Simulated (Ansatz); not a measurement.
## PbS: field-gradient calculation (part 2 of 2)

The same run, continued: PbS (4 atoms in the cell); DFT, PBE, PAW with Ansatz's default frozen-core files, scalar-relativistic, no spin polarisation (Ansatz 0.2.0); cutoff 420 eV, 7×7×3 k-mesh, Fermi–Dirac smearing of 0.01 eV. The structure derives from an entry of the Crystallography Open Database. It belongs to a series of runs on one base structure; here: equal xx and yy strain of +3 %, PAW files.

Geometry of the input (Å; fractional positions):
```
3.0287  -2.9870  0.0000
3.0287  2.9870  0.0000
-1.1125  0.0000  11.7093
Pb 0.7756  0.7756  0.6364
Pb 0.2244  0.2244  0.3636
S  0.2684  0.2684  0.5986
S  0.7316  0.7316  0.4014
```

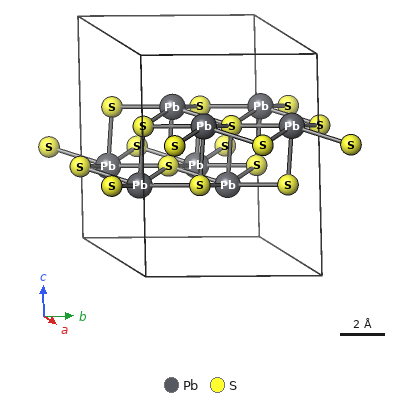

*The structure as given in the input (ball-and-stick view of the 2 × 2 repeat of the cell, with the vacuum cut short, seen slightly off an axis; bonded neighbours outside the cell are drawn too).*

## File rho_z.tsv, continued
```
4.557781	7.134147e-1
4.704806	5.919478e-1
4.851832	4.725320e-1
4.998857	3.743891e-1
5.145882	2.990029e-1
5.292907	2.390732e-1
5.439932	1.900165e-1
5.586958	1.532590e-1
5.733983	1.310419e-1
5.881008	1.237045e-1
6.028033	1.310419e-1
6.175058	1.532590e-1
6.322084	1.900165e-1
6.469109	2.390732e-1
6.616134	2.990029e-1
6.763159	3.743891e-1
6.910184	4.725320e-1
7.057210	5.919478e-1
7.204235	7.134147e-1
7.351260	7.999576e-1
7.498285	8.124569e-1
7.645310	7.381851e-1
7.792336	6.031308e-1
7.939361	4.506291e-1
8.086386	3.140657e-1
8.233411	2.089358e-1
8.380436	1.365298e-1
8.527462	8.938092e-2
8.674487	5.867031e-2
8.821512	3.860252e-2
8.968537	2.545167e-2
9.115562	1.677876e-2
9.262588	1.106944e-2
9.409613	7.309378e-3
9.556638	4.833717e-3
9.703663	3.198537e-3
9.850688	2.121890e-3
9.997714	1.408574e-3
10.144739	9.379123e-4
10.291764	6.235270e-4
10.438789	4.167356e-4
10.585814	2.775134e-4
10.732840	1.868794e-4
10.879865	1.247481e-4
11.026890	8.553222e-5
11.173915	5.794765e-5
11.320940	4.205202e-5
11.467966	3.040726e-5
11.614991	2.582510e-5
```

## File v_z.tsv
```
# z_ang	v_es[eV]	v_tot_of_output_density[eV]	v_es_of_output_density[eV]
# format = ansatz-planar-average/11
# xc	pbe
# density_cutoff_ev	1680
# datasets	Pb=:simpson_from_first_knot:soft	S=:simpson_from_first_knot:soft
# lattice	3.028715000	-2.987000000	0.000000000
# lattice	3.028715000	2.987000000	0.000000000
# lattice	-1.112451500	0.000000000	11.709290000
# sites	4
# site	82	3.990200822	0.000000000	7.451557970
# site	82	0.954777678	0.000000000	4.257732030
# site	16	0.959900744	0.000000000	7.009180994
# site	16	3.985077756	0.000000000	4.700109006
0.000000	5.805958e0	5.408000e0	5.805961e0
0.147025	5.805984e0	5.223927e0	5.805988e0
0.294050	5.805766e0	4.954231e0	5.805773e0
0.441076	5.805573e0	4.951064e0	5.805584e0
0.588101	5.805068e0	4.876586e0	5.805085e0
0.735126	5.804487e0	4.766722e0	5.804511e0
0.882151	5.803411e0	4.647896e0	5.803443e0
1.029176	5.802013e0	4.509388e0	5.802053e0
1.176202	5.799701e0	4.366429e0	5.799749e0
1.323227	5.796492e0	4.206293e0	5.796549e0
1.470252	5.791433e0	4.044879e0	5.791497e0
1.617277	5.784160e0	3.866349e0	5.784231e0
1.764302	5.772932e0	3.682382e0	5.773007e0
1.911328	5.756478e0	3.472177e0	5.756556e0
2.058353	5.731311e0	3.240865e0	5.731390e0
2.205378	5.694018e0	2.956356e0	5.694098e0
2.352403	5.637145e0	2.612587e0	5.637223e0
2.499428	5.552286e0	2.170317e0	5.552359e0
2.646454	5.422812e0	1.614020e0	5.422880e0
2.793479	5.228970e0	8.970673e-1	5.229033e0
2.940504	4.932455e0	-3.603504e-3	4.932511e0
3.087529	4.505643e0	-1.133204e0	4.505691e0
3.234554	3.793377e0	-2.636785e0	3.793417e0
3.381580	2.487464e0	-4.830362e0	2.487495e0
3.528605	7.077181e-1	-7.556421e0	7.077402e-1
3.675630	-1.107517e0	-1.038431e1	-1.107503e0
3.822655	-2.718173e0	-1.299214e1	-2.718169e0
3.969680	-4.235088e0	-1.539860e1	-4.235093e0
4.116706	-5.730370e0	-1.756020e1	-5.730385e0
4.263731	-6.971647e0	-1.924903e1	-6.971674e0
4.410756	-7.688758e0	-2.021425e1	-7.688801e0
4.557781	-7.810720e0	-2.033175e1	-7.810780e0
4.704806	-7.335644e0	-1.950927e1	-7.335724e0
4.851832	-6.191221e0	-1.770845e1	-6.191319e0
4.998857	-4.327402e0	-1.497057e1	-4.327515e0
5.145882	-1.891085e0	-1.163240e1	-1.891209e0
5.292907	6.423848e-1	-8.289222e0	6.422527e-1
5.439932	2.715867e0	-5.604058e0	2.715730e0
5.586958	4.133382e0	-3.787483e0	4.133242e0
5.733983	4.915202e0	-2.688652e0	4.915061e0
5.881008	5.154005e0	-2.307834e0	5.153864e0
6.028033	4.915202e0	-2.688652e0	4.915061e0
6.175058	4.133382e0	-3.787483e0	4.133242e0
6.322084	2.715867e0	-5.604058e0	2.715730e0
6.469109	6.423848e-1	-8.289222e0	6.422527e-1
6.616134	-1.891085e0	-1.163240e1	-1.891209e0
6.763159	-4.327402e0	-1.497057e1	-4.327515e0
6.910184	-6.191221e0	-1.770845e1	-6.191319e0
7.057210	-7.335644e0	-1.950927e1	-7.335724e0
7.204235	-7.810720e0	-2.033175e1	-7.810780e0
7.351260	-7.688758e0	-2.021425e1	-7.688801e0
7.498285	-6.971647e0	-1.924903e1	-6.971674e0
7.645310	-5.730370e0	-1.756020e1	-5.730385e0
7.792336	-4.235088e0	-1.539860e1	-4.235093e0
7.939361	-2.718173e0	-1.299214e1	-2.718169e0
8.086386	-1.107517e0	-1.038431e1	-1.107503e0
8.233411	7.077181e-1	-7.556421e0	7.077402e-1
8.380436	2.487464e0	-4.830362e0	2.487495e0
8.527462	3.793377e0	-2.636785e0	3.793417e0
8.674487	4.505643e0	-1.133204e0	4.505691e0
8.821512	4.932455e0	-3.603504e-3	4.932511e0
8.968537	5.228970e0	8.970673e-1	5.229033e0
9.115562	5.422812e0	1.614020e0	5.422880e0
9.262588	5.552286e0	2.170317e0	5.552359e0
9.409613	5.637145e0	2.612587e0	5.637223e0
9.556638	5.694018e0	2.956356e0	5.694098e0
9.703663	5.731311e0	3.240865e0	5.731390e0
9.850688	5.756478e0	3.472177e0	5.756556e0
9.997714	5.772932e0	3.682382e0	5.773007e0
10.144739	5.784160e0	3.866349e0	5.784231e0
10.291764	5.791433e0	4.044879e0	5.791497e0
10.438789	5.796492e0	4.206293e0	5.796549e0
10.585814	5.799701e0	4.366429e0	5.799749e0
10.732840	5.802013e0	4.509388e0	5.802053e0
10.879865	5.803411e0	4.647896e0	5.803443e0
11.026890	5.804487e0	4.766722e0	5.804511e0
11.173915	5.805068e0	4.876586e0	5.805085e0
11.320940	5.805573e0	4.951064e0	5.805584e0
11.467966	5.805766e0	4.954231e0	5.805773e0
11.614991	5.805984e0	5.223927e0	5.805988e0
```

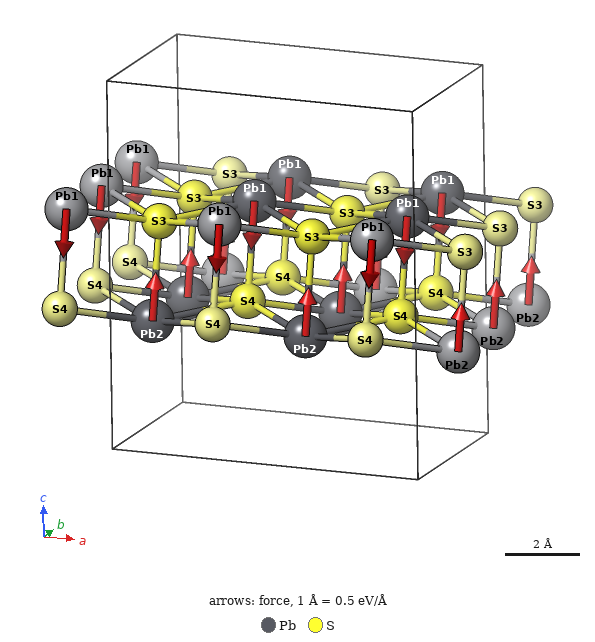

*Forces on the atoms as red arrows (ball-and-stick view of the 2 × 2 repeat of the cell, with the vacuum cut short, seen slightly off an axis; neighbours outside the cell are drawn fainter; atoms are numbered from 1 in the order of the input); the smallest are left out.*

The largest act on Pb1, Pb2 (0.68 eV/Å). The geometry is not a stationary point of this energy.

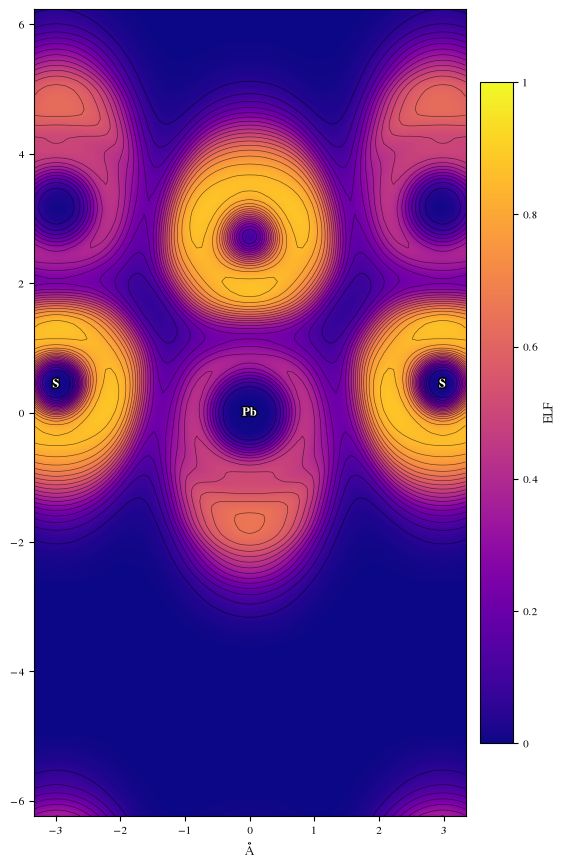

*ELF on the (100) plane of the conventional cell.*

The section cuts through Pb and S sites. Pb–S (3.02 Å): the ELF peaks at about 0.85 in the valence shell of S, 0.8 Å from its nucleus, and drops to about 0.20 between the two atoms. The fields are those of the smooth PAW valence density.

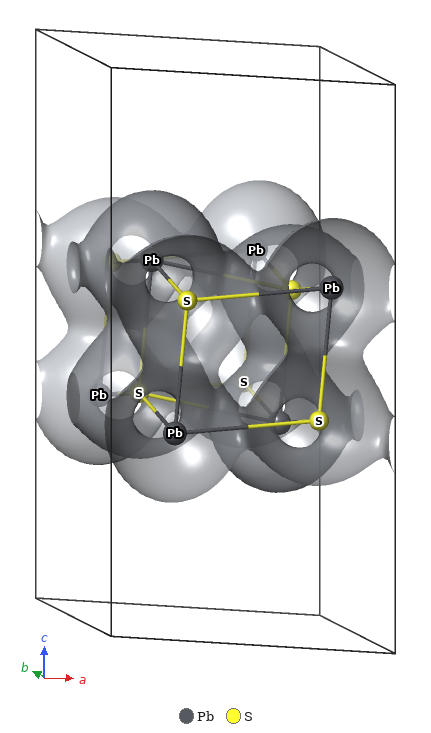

*Isosurface of the valence pseudo-density at 0.15 e/Å³ (grey), seen slightly off an axis. Sticks mark near contacts. The outline is the cell set on symmetry axes.*

At this value the density is joined into sheets; it holds about 90 % of the electrons treated as valence (semicore included). On the grid the lowest density along these lines, outside the cores, is 0.34 e/Å³ (Pb–S, 2.75 Å), 0.2 e/Å³ (Pb–S, 3.02 Å) and 0.19 e/Å³ (Pb–S, 3.06 Å).
